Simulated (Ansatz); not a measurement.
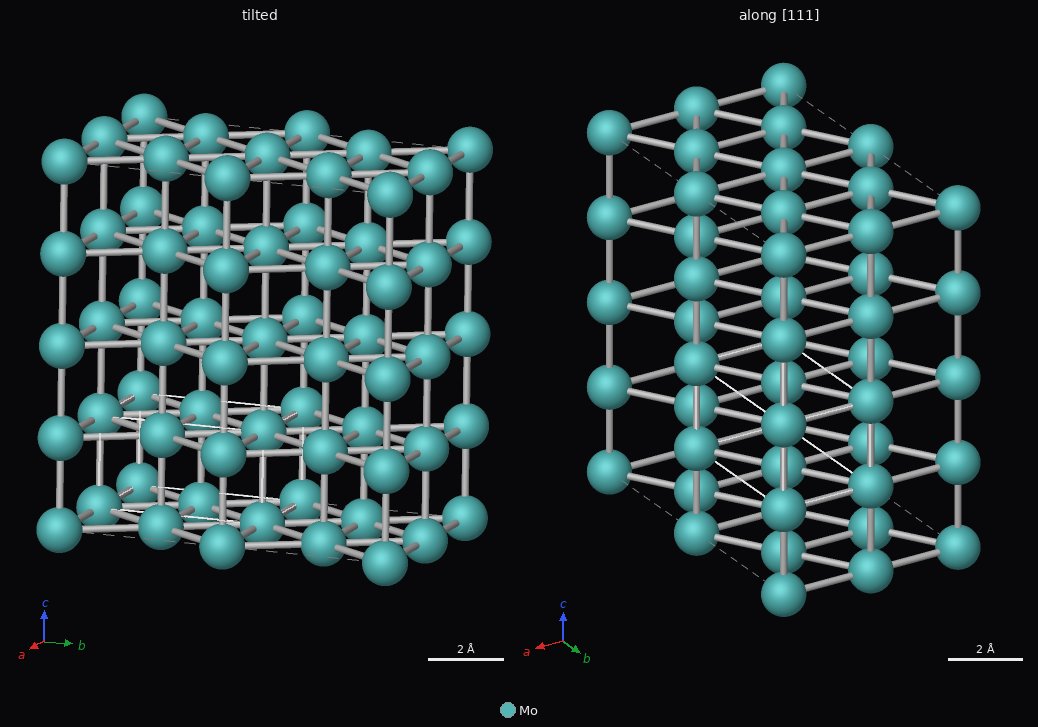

We look at a ball-and-stick model of the crystal slightly off an axis and along [111]. The solid frame is a single conventional unit cell within a 2×2×4 block. Cell: a = 2.749 Å, b = 4.761 Å, c = 2.534 Å, α = 90.00°, β = 92.01°, γ = 90.00°.

Caption:

The element is molybdenum. The structure has C2/m (No. 12) symmetry and a base-centred monoclinic lattice. The cell holds two atoms. The coordination shell of Mo holds eight Mo at about 2.5 to 2.7 Å. The bonds build a three-dimensional framework.

Origin of the cell: a structure listed in the Materials Project. The cell was then strained or its atoms displaced on purpose. It was the input of a calculation with Ansatz.
